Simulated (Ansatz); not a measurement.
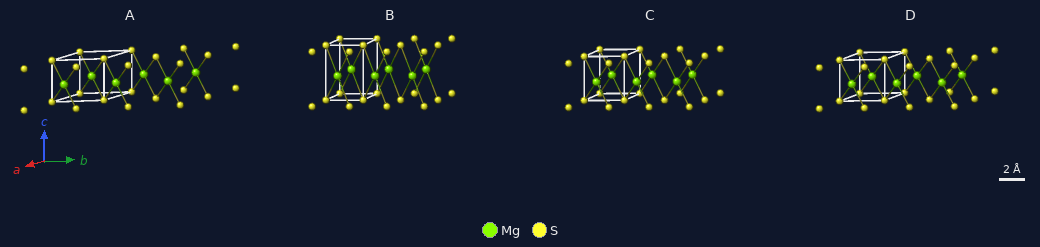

4 geometries from one relaxation of a crystal of MgS (a generated structure, set up in Cmmm), in shuffled order. A ball-and-stick model of the cell of the calculation, repeated 2 × 3 × 1 with one cell outlined, seen slightly off an axis.

All numbers below come from Ansatz, DFT PBE, scalar-relativistic, plane waves, PAW. Set-up: plane-wave cutoff 420 eV; k-point mesh 20 × 20 × 12; occupations gaussian; smearing width 0.1 eV; no spin polarisation; cell and atoms relaxed; force threshold 0.01 eV/Å; at most 80 steps.

> Put them in the order of the run, from the start to the converged end.

B, C, D, A. They are steps 0, 4, 8, 22, at +2.056 eV per cell of the calculation, +0.490 eV per cell of the calculation, +69.3 meV per cell of the calculation relative to the last. Over 19 accepted moves (22 points after the start) the energy falls by 2.056 eV per cell of the calculation. All forces vanish by symmetry, so only the cell relaxes. The pressure goes from −3.53 to 0.00 GPa. At 3 points the geometry stayed and the basis and grid were re-selected for the new cell (energy shift of 27.7 meV per cell of the calculation at most each time). The atoms keep their places relative to the cell (all moves are under 0.005 Å). The drawn cell changes as follows: a = b 3.075 → 4.348 Å (+41.4 %), c 4.590 → 3.479 Å (−24.2 %), γ 112.0° → 132.0°; the volume changes by +21.5 %. Among the contacts that change: Mg–S 2.868 → 2.482 Å. Among the angles between lasting bonds that change: Mg–S–Mg 73.7° → 91.0°, S–Mg–S 106.3° → 89.0°, Mg–S–Mg 106.3° → 89.0°. The space group stays Cmmm (No. 65). The run took 18 min on 1 thread of Intel(R) Xeon(R) Processor @ 2.50GHz (Skylake/Cascade Lake), on a shared host, peak memory 0.72 GiB.
